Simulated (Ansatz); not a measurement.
Crystal: GaAs, coordinates from a relaxation with DFT PBEsol, scalar-relativistic, plane waves, PAW in Ansatz 0.2.0.

```cif
data_structure
_symmetry_space_group_name_H-M 'F-43m'
_symmetry_Int_Tables_number 216
_cell_length_a 5.6583
_cell_length_b 5.6583
_cell_length_c 5.6583
_cell_angle_alpha 90.000
_cell_angle_beta 90.000
_cell_angle_gamma 90.000
_cell_volume 181.16
loop_
_atom_site_label
_atom_site_type_symbol
_atom_site_symmetry_multiplicity
_atom_site_Wyckoff_symbol
_atom_site_fract_x
_atom_site_fract_y
_atom_site_fract_z
_atom_site_occupancy
Ga1 Ga 4 a 0.00000 0.00000 0.00000 1
As1 As 4 c 0.25000 0.75000 0.75000 1
```

### What does its first Brillouin zone look like, and which path through it is standard?

It has a face-centred cubic lattice (cF; extended symbol cF2). The zone is a truncated octahedron in its combinatorial type: 14 faces (6 with 4 edges, 8 with 6 edges), 36 edges, 24 vertices. Path: Γ–X–U | K–Γ–L–W–X.

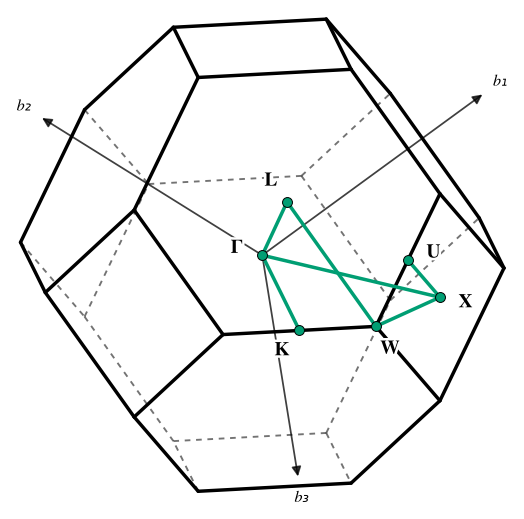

Labels and path follow the convention of Hinuma et al. (2017), as computed by seekpath; the arrows show the directions of the reciprocal primitive vectors b₁, b₂, b₃, in which coordinates are given; lengths include the factor 2π.

```json
{"point": "Γ", "k₁": "0", "k₂": "0", "k₃": "0", "length of k (1/Å)": "0.000"}
{"point": "X", "k₁": "1/2", "k₂": "0", "k₃": "1/2", "length of k (1/Å)": "1.110"}
{"point": "L", "k₁": "1/2", "k₂": "1/2", "k₃": "1/2", "length of k (1/Å)": "0.962"}
{"point": "W", "k₁": "1/2", "k₂": "1/4", "k₃": "3/4", "length of k (1/Å)": "1.242"}
{"point": "K", "k₁": "3/8", "k₂": "3/8", "k₃": "3/4", "length of k (1/Å)": "1.178"}
{"point": "U", "k₁": "5/8", "k₂": "1/4", "k₃": "5/8", "length of k (1/Å)": "1.178"}
```
